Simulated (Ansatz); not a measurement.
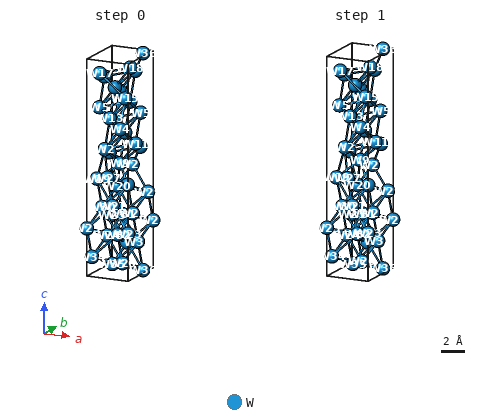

The structure of an interface cell of composition W before (left) and after (right) a relaxation, at one scale.

The picture is a ball-and-stick view of the cell of the calculation (origin shifted), seen slightly off an axis.

Case: symmetric tilt boundary Sigma 9 (2 2 1), mirror between planes, shift [0, 0.5].

These are results of DFT PBE, scalar-relativistic, plane waves, PAW in Ansatz 0.2.0, not measurements. Set-up: plane-wave cutoff 420 eV; k-point mesh 8 × 8 × 2; occupations gaussian; smearing width 0.1 eV; no spin polarisation; cell relaxed at fixed a, b, alpha, beta, gamma; force threshold 0.02 eV/Å; at most 60 steps.

> Describe what moved and what it gained.

The run was cut off at its time limit before the relaxation converged, so the last structure is only a point on the way. The largest moves relative to the cell, 0.20 Å, are those of W atoms. The drawn cell changes as follows: a unchanged at 4.502 Å, b unchanged at 7.119 Å, c 19.401 → 19.634 Å (+1.2 %); the volume changes by +1.2 %. Near-neighbour distances that change, for instance: W–W 2.104 → 2.450 Å, W–W 2.503 → 2.679 Å, W–W 2.771 → 2.914 Å, W–W 2.757 → 2.634 Å. The energy falls by 7.425 eV per cell of the calculation in 1 geometry step. The largest force component goes from 9.6 to 1 eV/Å. Pressure: 9.46 GPa at the start and 1.57 GPa at the end. Cost: 41 min on 4 threads of Arm Neoverse V1, on a shared host, peak memory 8.9 GiB.
